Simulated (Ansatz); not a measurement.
Zn18O17 (cell with a defect)

Input

```
crystal:
  lattice:
    - [0.0, 5.5954191282, 5.213936246]
    - [-4.8457751099, -2.7977095641, 5.213936246]
    - [4.8457751098, -2.7977095642, 5.213936246]
  atoms:
    - { symbol: Zn, position: [0.2749630297, 0.611715619, 0.6081619889], spin: 0.5 }
    - { symbol: Zn, position: [0.61132397, 0.61132397, 0.2779906367] }
    - { symbol: Zn, position: [0.2779906367, 0.2779906367, 0.9446573034] }
    - { symbol: Zn, position: [0.2779906367, 0.9446573034, 0.2779906367] }
    - { symbol: Zn, position: [0.61132397, 0.2779906367, 0.61132397] }
    - { symbol: Zn, position: [0.9446573034, 0.61132397, 0.9446573034] }
    - { symbol: Zn, position: [0.9446573034, 0.2779906367, 0.2779906367] }
    - { symbol: Zn, position: [0.61132397, 0.9446573034, 0.9446573034] }
    - { symbol: Zn, position: [0.9446573034, 0.9446573034, 0.61132397] }
    - { symbol: Zn, position: [0.2224350811, 0.5557684145, 0.2224350811] }
    - { symbol: Zn, position: [0.5548561971, 0.5564011402, 0.8961081428], spin: 0.5 }
    - { symbol: Zn, position: [0.2224350811, 0.2224350811, 0.5557684145] }
    - { symbol: Zn, position: [0.2215102776, 0.8871432911, 0.8889303582], spin: 0.5 }
    - { symbol: Zn, position: [0.5557684145, 0.2224350811, 0.2224350811] }
    - { symbol: Zn, position: [0.8891017478, 0.5557684145, 0.5557684145] }
    - { symbol: Zn, position: [0.8891017478, 0.2224350811, 0.8891017478] }
    - { symbol: Zn, position: [0.5630927451, 0.8825216805, 0.5505267723], spin: 0.5 }
    - { symbol: Zn, position: [0.8891017478, 0.8891017478, 0.2224350811] }
    - { symbol: O, position: [0.7376682522, 0.7376682522, 0.4043349189] }
    - { symbol: O, position: [0.4043349189, 0.4043349189, 0.0710015855] }
    - { symbol: O, position: [0.4043349189, 0.0710015855, 0.4043349189] }
    - { symbol: O, position: [0.7376682522, 0.4043349189, 0.7376682522] }
    - { symbol: O, position: [0.0710015855, 0.7376682522, 0.0710015855] }
    - { symbol: O, position: [0.0710015855, 0.4043349189, 0.4043349189] }
    - { symbol: O, position: [0.7376682522, 0.0710015855, 0.0710015855] }
    - { symbol: O, position: [0.0710015855, 0.0710015855, 0.7376682522] }
    - { symbol: O, position: [0.3487793633, 0.6821126966, 0.3487793633] }
    - { symbol: O, position: [0.6821126966, 0.6821126966, 0.01544603] }
    - { symbol: O, position: [0.3487793633, 0.3487793633, 0.6821126966] }
    - { symbol: O, position: [0.3487793633, 0.01544603, 0.01544603] }
    - { symbol: O, position: [0.6821126966, 0.3487793633, 0.3487793633] }
    - { symbol: O, position: [0.01544603, 0.6821126966, 0.6821126966] }
    - { symbol: O, position: [0.01544603, 0.3487793633, 0.01544603] }
    - { symbol: O, position: [0.6821126966, 0.01544603, 0.6821126966] }
    - { symbol: O, position: [0.01544603, 0.01544603, 0.3487793633] }
  host:
    lattice:
      - [3.2305167399, 0.0, 0.0]
      - [-1.6152583699, 2.7977095641, 0.0]
      - [0.0, 0.0, 5.213936246]
    atoms:
      - { symbol: Zn, position: [0.6666666667, 0.3333333333, 0.5006385768] }
      - { symbol: Zn, position: [0.3333333333, 0.6666666667, 0.0006385768] }
      - { symbol: O, position: [0.6666666667, 0.3333333333, 0.8796714232] }
      - { symbol: O, position: [0.3333333333, 0.6666666667, 0.3796714232] }
basis:
  ecutwfc: 420
  xc_grid: 2
kpoints:
  mp_grid: { grid: [2, 2, 2], shift: [0.5, 0.5, 0.5] }
hamiltonian:
  xc: pbesol
scf:
  occupations: { method: gaussian, width: 0.02 }
  lower_state_search: "off"
output:
  forces: true
  stress: false
  eigenvalues: true
  populations: true
  charged_corrections:
    defect_position: [0.40433492, 0.73766825, 0.73766825]
    epsilon: [[10.1303, 0.0, 0.0], [0.0, 10.1303, 0.0], [0.0, 0.0, 10.993]]
  write_density: true
  write_potential: true
  elf: true
  volumetric_format: npy
magnetization:
  spin_polarized: true
relax:
  adjacent_minimum: "off"
  f_tol: 0.03
  max_steps: 40
```

Run with:

```sh
ansatz run input.yaml --threads 8 --pin off --max-ram 16384MiB --backend cpu --events-out ev --progress --plain --runs-dir out
```

The fields are those of the run's last geometry, not of the input's.

The program warned that a starting moment wasn't kept; spin-polarised, but the moments vanished.

The calculation used Ansatz, DFT PBEsol, scalar-relativistic, plane waves, PAW.

> What can the converged valence pseudo-density and electron localisation function tell about the bonding?

Zn–O (1.99 Å): the density is about 0.58 e/Å³ at the midpoint; the ELF peaks at about 0.85 in the valence shell of O, 0.6 Å from its nucleus, and is about 0.25 at the midpoint (no shared electron pair shows on this line).

> Does the calculation give a band gap?

It is gapped, with a Kohn–Sham gap of 2.0 eV on the k-point mesh (the band edges may lie off the mesh, which would make the gap smaller).

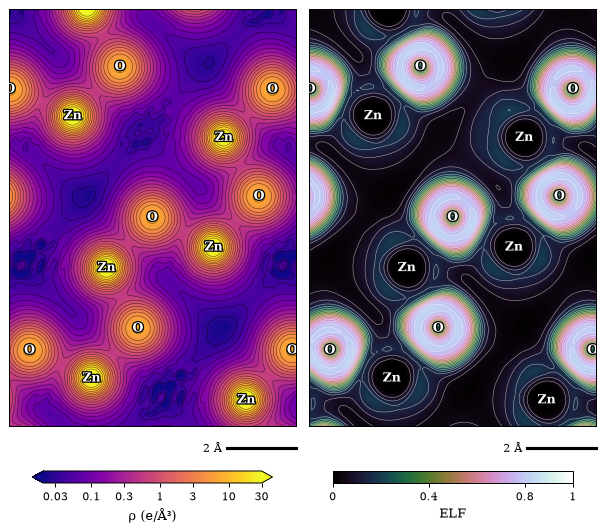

Computed valence pseudo-density and electron localisation function on the (011̄) plane of the calculation cell, in this order. 

In a PAW calculation such maps are meaningful between the atoms, not at the nuclei.
